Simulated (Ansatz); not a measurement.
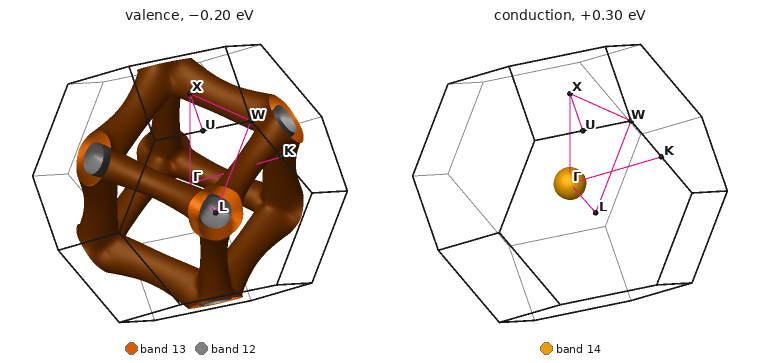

AgBr (Fm-3m): constant-energy surfaces at both band edges (energies from each edge).

Theory: DFT PBE, scalar-relativistic, plane waves, PAW; levels and slopes on a dense k mesh at the converged density in Ansatz 0.2.0. No spin polarisation. Mesh 34×34×34, interpolated with the band slopes. Unrelaxed database geometry.

Masses come from a second pass at points close to the extrema; at the energies drawn a band may no longer be parabolic.

Is the gap direct or indirect, and how large does the calculation make it?

Answer. The gap is indirect, 0.67 eV at this level of theory, which underestimates gaps and can reorder valleys that lie close.

Give the valleys and their effective masses.

Answer. Valence band (extrema up to 0.20 eV from the edge): four equivalent maxima at L, two bands meeting there. Band 13 forms the valence edge; band 12 meets it there.
Conduction band (extrema up to 0.30 eV from the edge): one minimum at Γ, mass 0.19 mₑ in all directions. Band 14 forms the conduction edge.

Where one band's surface lies inside another's, the outer one hides all or part of it.

Spin-orbit coupling, left out here, can change the gap, its kind, the place of the band edges and the masses, since the compound holds Ag and Br.

Time for the whole run: 36 s on 1 thread of Intel(R) Xeon(R) Platinum 8259CL CPU @ 2.50GHz (Skylake/Cascade Lake), on a shared host, peak memory 0.73 GiB.
